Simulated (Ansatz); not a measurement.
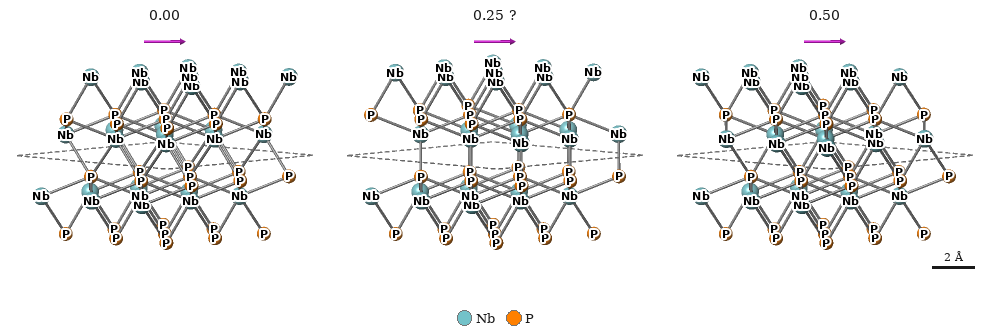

Energy scan for solid NbP (I4_1md), in which the crystal above a cut along the (0 0 1) plane of the conventional cell (between a plane of P below and one of Nb above, 1.91 Å apart) is slid rigidly by fractions of an in-plane lattice vector 4.73 Å long (a generalised stacking fault). One cut stands in each cell, which starts 11.4 Å high; nothing is relaxed, and the dashed outline marks the cut, the arrow on top the direction of slip. Style: ball-and-stick. Shown: the layers on both sides of the cut, from the side, nearly along the cut plane.

Computed with DFT PBE, scalar-relativistic, plane waves, PAW (Ansatz). Set-up: plane-wave cutoff 420 eV; k-point mesh 14 × 14 × 4; occupations gaussian; smearing width 0.15 eV; no spin polarisation. Energies (free energies at the smearing named) are counted from the relaxed crystal.

```json
{"slip (fraction of the lattice vector)": "0.0000", "γ (mJ/m²)": "0"}
{"slip (fraction of the lattice vector)": "0.0833", "γ (mJ/m²)": "432"}
{"slip (fraction of the lattice vector)": "0.1667", "γ (mJ/m²)": "1461"}
{"slip (fraction of the lattice vector)": "0.2500", "γ (mJ/m²)": "?"}
{"slip (fraction of the lattice vector)": "0.3333", "γ (mJ/m²)": "1466"}
{"slip (fraction of the lattice vector)": "0.4167", "γ (mJ/m²)": "484"}
{"slip (fraction of the lattice vector)": "0.5000", "γ (mJ/m²)": "68"}
```

**Estimate the missing energy from the other rows, and compare with the calculation.**

A straight line between the two neighbours gives 1464 mJ/m². A cubic through the four nearest rows (0.0833, 0.1667, 0.3333, 0.4167) gives, with Lagrange weights, (−0.1664)(432) + (0.6664)(1461) + (0.6664)(1466) + (−0.1664)(484) = 1798 mJ/m². The calculation gives 2069 mJ/m², so the cubic is 271 mJ/m² too low and the straight line 605 mJ/m² too low, as the curve bends downwards here. The cubic misses by much of the step between rows, so the curve changes faster here than four points can follow.

The whole profile:

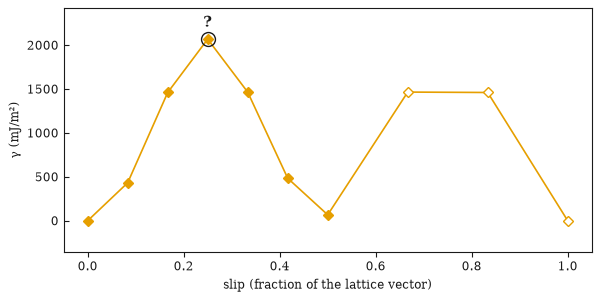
